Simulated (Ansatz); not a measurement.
Consider Si$_{2}$W (slab).

Input

```
crystal:
  lattice:
    - [4.5414542563, 0.0, 0.0]
    - [0.0, 4.5148876182, 0.0]
    - [0.0, 0.0, 26.1274536266]
  atoms:
    - { symbol: Si, position: [0.5, 0.7532121305, 0.2870543799] }
    - { symbol: Si, position: [0.0, 0.4997386406, 0.3125417953] }
    - { symbol: W, position: [0.5, 0.2529507711, 0.3373569542] }
    - { symbol: Si, position: [0.0, 0.0061629017, 0.3621721131] }
    - { symbol: Si, position: [0.5, 0.7526894117, 0.3876595285] }
    - { symbol: W, position: [0.0, 0.5059015423, 0.4124746874] }
    - { symbol: Si, position: [0.5, 0.2591136728, 0.4372898463] }
    - { symbol: Si, position: [0.0, 0.0056401829, 0.4627772616] }
    - { symbol: W, position: [0.5, 0.7588523134, 0.4875924205] }
    - { symbol: Si, position: [0.0, 0.512064444, 0.5124075795] }
    - { symbol: Si, position: [0.5, 0.258590954, 0.5378949948] }
    - { symbol: W, position: [0.0, 0.0118030846, 0.5627101537] }
    - { symbol: Si, position: [0.5, 0.7650152151, 0.5875253126] }
    - { symbol: Si, position: [0.0, 0.5115417252, 0.613012728] }
    - { symbol: W, position: [0.5, 0.2647538557, 0.6378278869] }
    - { symbol: Si, position: [0.0, 0.0179659862, 0.6626430458] }
    - { symbol: Si, position: [0.5, 0.7644924963, 0.6881304612] }
    - { symbol: W, position: [0.0, 0.5177046268, 0.7129456201] }
basis:
  ecutwfc: 500
kpoints:
  mp_grid: { grid: [8, 8, 1] }
hamiltonian:
  xc: r2scan
scf:
  occupations: { method: gaussian, width: 0.1 }
output:
  forces: true
  eigenvalues: true
  write_density: true
  write_potential: true
  elf: true
  volumetric_format: npy
relax:
  adjacent_minimum: "off"
  f_tol: 0.02
  max_steps: 60
efield:
  axis: 3
  dipole_correction: true
  ramp_width: 0.04
```

Launched as:

```sh
ansatz run input.yaml --threads 4 --pin off --max-ram 10240MiB --backend cpu --events-out ev --progress --plain --runs-dir out
```

The fields are those of the run's last geometry, not of the input's.

All numbers below come from DFT r2SCAN, scalar-relativistic, plane waves, PAW (Ansatz 0.2.0).

What will maps of the valence pseudo-density and electron localisation function show?

Answer. Si–W (2.59 Å): the density is about 0.44 e/Å³ at the midpoint; the ELF peaks at about 0.70 in the valence shell of Si, 0.9 Å from its nucleus, and is about 0.45 at the midpoint.

Does the calculation give a band gap?

Answer. It is gapless in this calculation (a metal or semimetal).

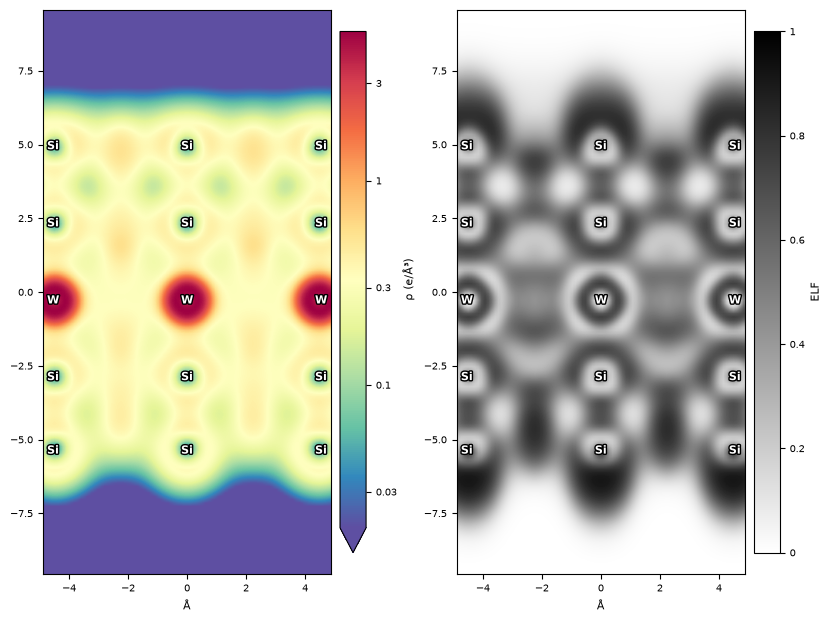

Computed valence pseudo-density and electron localisation function on the (010) plane of the calculation cell, a cut from vacuum to vacuum, in this order. 

Core electrons are frozen (PAW), and the valence fields are smoothed inside the atomic spheres.
